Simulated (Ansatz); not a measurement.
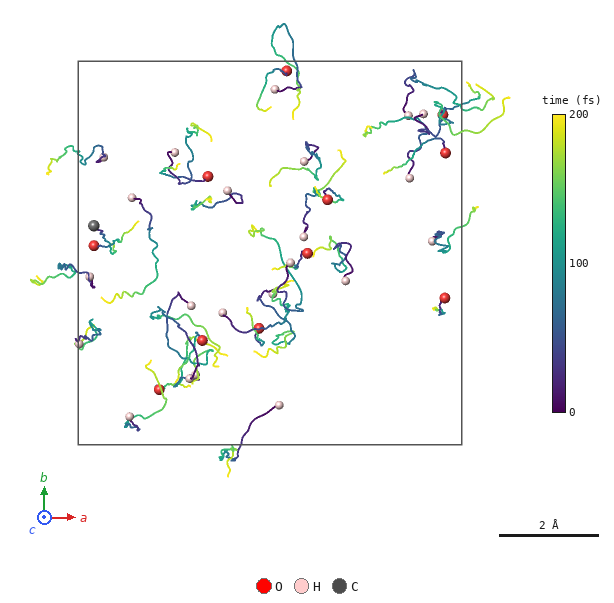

A Born-Oppenheimer molecular dynamics run of a periodic cell with 10 H2O + 1 H2CO at 0.744 g/cm³, 200 fs long. It starts from the last geometry of an earlier run, with fresh velocities. Lines trace each atom's path, coloured by time; spheres stand at the starting positions. Seen along the c axis in the simulation cell.

The calculation used DFT PBE-D3(BJ), scalar-relativistic, plane waves, PAW in Ansatz. Settings: plane-wave cutoff 420 eV; k-point mesh 1 × 1 × 1; Fermi-Dirac smearing 0.05 eV; Langevin thermostat (NVT); set temperature 700 K; time step 0.5 fs; H given the mass 2.014 u; friction 0.01 per fs.

How do the atoms move?

Root-mean-square distances from the starting positions over the second half, with the common drift of all atoms taken out: H 1.33 Å, O 0.98 Å, C 0.62 Å. The heavy atoms stay within a fraction of a molecule's size of their starting places; so short a run doesn't tell a liquid from a solid.

Limits of the set-up: masses were changed (H 2.014 u), which shifts the vibrations; the periodic images lie only 7.8 Å apart, so the values are limited by the cell's size.

The run took 15 min on 1 thread of Arm Neoverse V2, on a shared host, peak memory 0.45 GiB.
